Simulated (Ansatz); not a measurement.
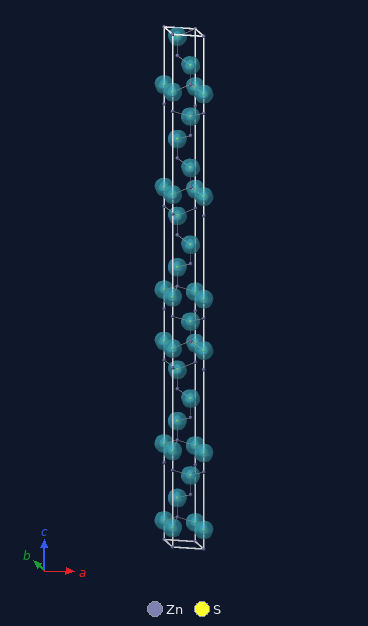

Figure 1: ZnS. Isosurface of the ELF at 0.75 (cyan), seen slightly off an axis. Core shells and regions of very low density are left out. Sticks mark near contacts.

Space group P3m1; a structure from a database of computed crystals, not necessarily the ambient phase.

The calculation used Ansatz, DFT, r2SCAN, plane-wave PAW, default files, scalar-relativistic.

Core electrons are frozen (PAW), and the valence fields are smoothed inside the atomic spheres.

Question: What do the ELF domains correspond to?

Answer: The ELF exceeds this value in 20 regions wrapped around S (the valence shell of each), counted in one cell of 40 atoms. Regions shared between cells count once. Along the contacts the grid gives the following. Zn–S (2.33 Å): the ELF peaks at about 0.90 in the valence shell of S, 0.8 Å from its nucleus, and is about 0.60 at the midpoint.

Question: Does the calculation give a band gap?

Answer: It is gapped, with a Kohn–Sham gap of 2.7 eV on the k-point mesh, an upper bound to the gap of this method.
